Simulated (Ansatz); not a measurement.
ZnGa15O24 (cell with a defect)

```yaml
crystal:
  lattice:
    - [4.75827, -1.52366, 5.64779]
    - [6.13871, 4.57098, 0.00364]
    - [-1.38044, 6.09464, 5.64415]
  atoms:
    - { symbol: Zn, position: [0.84925, 0.83317, 0.83769] }
    - { symbol: Ga, position: [0.09849, 0.58481, 0.58593] }
    - { symbol: Ga, position: [0.59820, 0.08438, 0.08657] }
    - { symbol: Ga, position: [0.34905, 0.33508, 0.33597] }
    - { symbol: Ga, position: [0.90236, 0.41537, 0.41366] }
    - { symbol: Ga, position: [0.15226, 0.16697, 0.16327] }
    - { symbol: Ga, position: [0.65283, 0.66669, 0.66465] }
    - { symbol: Ga, position: [0.40340, 0.91494, 0.91301] }
    - { symbol: Ga, position: [0.03327, 0.78516, 0.17102] }
    - { symbol: Ga, position: [0.28496, 0.53484, 0.91948] }
    - { symbol: Ga, position: [0.78485, 0.03392, 0.41979] }
    - { symbol: Ga, position: [0.53379, 0.28409, 0.67096] }
    - { symbol: Ga, position: [0.71556, 0.46689, 0.07863] }
    - { symbol: Ga, position: [0.96697, 0.21675, 0.82892] }
    - { symbol: Ga, position: [0.46536, 0.71614, 0.32918] }
    - { symbol: Ga, position: [0.21748, 0.96713, 0.57891] }
    - { symbol: O, position: [0.00295, 0.01181, 0.74134] }
    - { symbol: O, position: [0.25072, 0.75818, 0.49476] }
    - { symbol: O, position: [0.75167, 0.25667, 0.99458] }
    - { symbol: O, position: [0.49990, 0.50840, 0.24382] }
    - { symbol: O, position: [0.75076, 0.24091, 0.50710] }
    - { symbol: O, position: [0.00160, 0.99307, 0.25575] }
    - { symbol: O, position: [0.50094, 0.49281, 0.75495] }
    - { symbol: O, position: [0.24631, 0.74499, 0.00375] }
    - { symbol: O, position: [0.09007, 0.56455, 0.34782] }
    - { symbol: O, position: [0.33931, 0.31635, 0.09874] }
    - { symbol: O, position: [0.84174, 0.81026, 0.59166] }
    - { symbol: O, position: [0.58146, 0.07020, 0.85279] }
    - { symbol: O, position: [0.65282, 0.68278, 0.90144] }
    - { symbol: O, position: [0.91125, 0.43499, 0.65022] }
    - { symbol: O, position: [0.40947, 0.93590, 0.15249] }
    - { symbol: O, position: [0.16197, 0.18603, 0.40005] }
    - { symbol: O, position: [0.43121, 0.90430, 0.67853] }
    - { symbol: O, position: [0.67834, 0.64994, 0.43148] }
    - { symbol: O, position: [0.17941, 0.15183, 0.93167] }
    - { symbol: O, position: [0.92796, 0.40138, 0.18158] }
    - { symbol: O, position: [0.32177, 0.34844, 0.56822] }
    - { symbol: O, position: [0.57092, 0.09931, 0.31925] }
    - { symbol: O, position: [0.07475, 0.58603, 0.81989] }
    - { symbol: O, position: [0.81461, 0.84454, 0.08047] }
```

Spin-polarised.

These are results of Ansatz, DFT PBEsol, scalar-relativistic, plane waves, PAW, not measurements.

In a PAW calculation such maps are meaningful between the atoms, not at the nuclei.

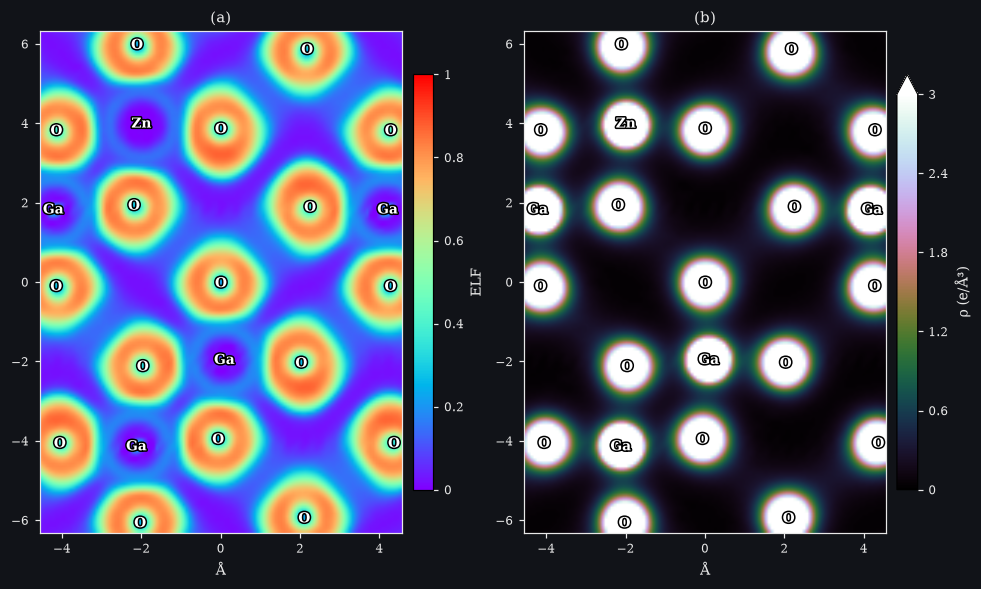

Figure 1. (a) electron localisation function; (b) valence charge density (pseudo) on the (11̄0) plane of the calculation cell.

Question: What does the map show?

Answer:
- Atoms in the plane: Zn, Ga and O.
- Zn–O (1.99 Å): ρ at the midpoint is about 0.57 e/Å³; the ELF peaks at about 0.85 in the valence shell of O, 0.6 Å from its nucleus, and is about 0.25 at the midpoint; no shared electron pair shows on this line.
- Ga–O (1.94 Å): the density is about 0.66 e/Å³ at the midpoint; the ELF peaks at about 0.85 in the valence shell of O, 0.6 Å from its nucleus, and is about 0.30 at the midpoint.
- Ga–O (1.99 Å): ρ at the midpoint is about 0.6 e/Å³; the ELF peaks at about 0.85 in the valence shell of O, 0.6 Å from its nucleus, and is about 0.30 at the midpoint.
- Ga–O (2.02 Å): the density is about 0.57 e/Å³ at the midpoint; the ELF peaks at about 0.85 in the valence shell of O, 0.6 Å from its nucleus, and is about 0.30 at the midpoint.
- Ga–O (2.07 Å): ρ is about 0.5 e/Å³ halfway; the ELF peaks at about 0.85 in the valence shell of O, 0.6 Å from its nucleus, and is about 0.30 at the midpoint (no shared electron pair shows on this line).
- Between the atoms the lowest density in this plane is 0.03 e/Å³.
- The ELF also peaks beside O, away from the bonds: lone-pair regions.

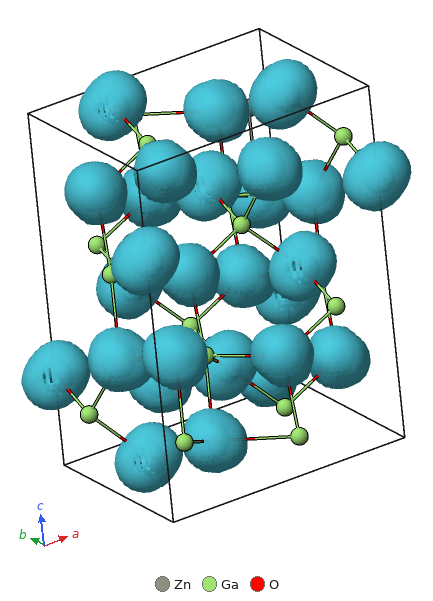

Figure 2. Isosurface of the ELF at 0.75 (cyan), seen slightly off an axis. Only the valence region is drawn (cores and ρ < 0.01 e/Å³ removed). Sticks mark near contacts.

Question: Identify the bonds, lone pairs and shells in this picture.

Answer: The surface consists of 24 regions wrapped around O (the valence shell of each), counted in one cell of 40 atoms. Any copies at cell faces, edges or corners count once. Profiles from the grid: Ga–O (1.83 Å): the ELF peaks at about 0.80 in the valence shell of O, 0.6 Å from its nucleus, and is about 0.40 at the midpoint.

Question: Metal or insulator at this level of theory?

Answer: It is gapless in this calculation (a metal or semimetal).
